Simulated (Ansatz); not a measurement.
Band edges of CdTe in space group F-43m.

Input file:

```yaml
crystal:
  lattice:
    - [0.0, 3.205, 3.205]
    - [3.205, 0.0, 3.205]
    - [3.205, 3.205, 0.0]
  atoms:
    - { symbol: Cd, position: [0.0, 0.0, 0.0] }
    - { symbol: Te, position: [0.75, 0.75, 0.75] }
basis:
  ecutwfc: 420
kpoints:
  mp_grid: { grid: [10, 10, 10] }
hamiltonian:
  xc: pbe
scf:
  occupations: { method: gaussian, width: 0.05 }
output:
  forces: true
  eigenvalues: true
  eigenstates:
    nscf_kmesh: { grid: [32, 32, 32] }
    top_band: c6
    de_dk: true
    localisation: true
  stress: true
checkpoint:
  write: ck
  compress: false
  write_wavefunctions: false
  write_every: 100000
```

Run with:

```sh
ansatz run input.yaml --threads 1 --pin off --max-ram 3072MiB --backend cpu --events-out ev --progress --plain --runs-dir out
```

Computed with DFT PBE, scalar-relativistic, plane waves, PAW; levels and slopes on a dense k mesh at the converged density (Ansatz 0.2.0). No spin polarisation. The levels come from a k mesh of 32×32×32 points. Cell and positions as given, without relaxation (residual pressure 4 GPa).

Masses come from a second pass at points close to the extrema; at the energies drawn a band may no longer be parabolic.

The gap is direct, 0.87 eV at this level of theory (semilocal functionals give gaps that are too small, and can reorder valleys that lie close).

Valence band: one maximum at Γ, three bands meeting there, with masses of 0.071 and 0.49 mₑ among them, each the same along x, y and z. Band 18 forms the valence edge; band 17 meets it there and band 16 meets it there.
Conduction band: one minimum at Γ, mass 0.071 mₑ in all directions; four equivalent minima at L, 0.98 eV above the edge, principal masses 0.16, 0.16 and 2.28 mₑ. Band 19 forms the conduction edge.

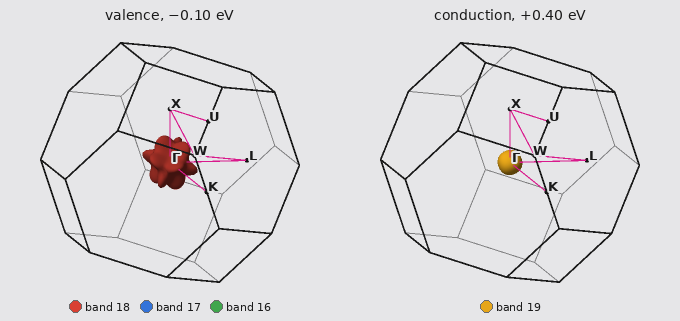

Constant-energy surfaces near the two band edges, measured from each edge.

Where one band's surface lies inside another's, the outer one hides all or part of it.

Spin-orbit coupling, left out here, can change the gap, its kind, the place of the band edges and the masses, since the compound holds Cd and Te.
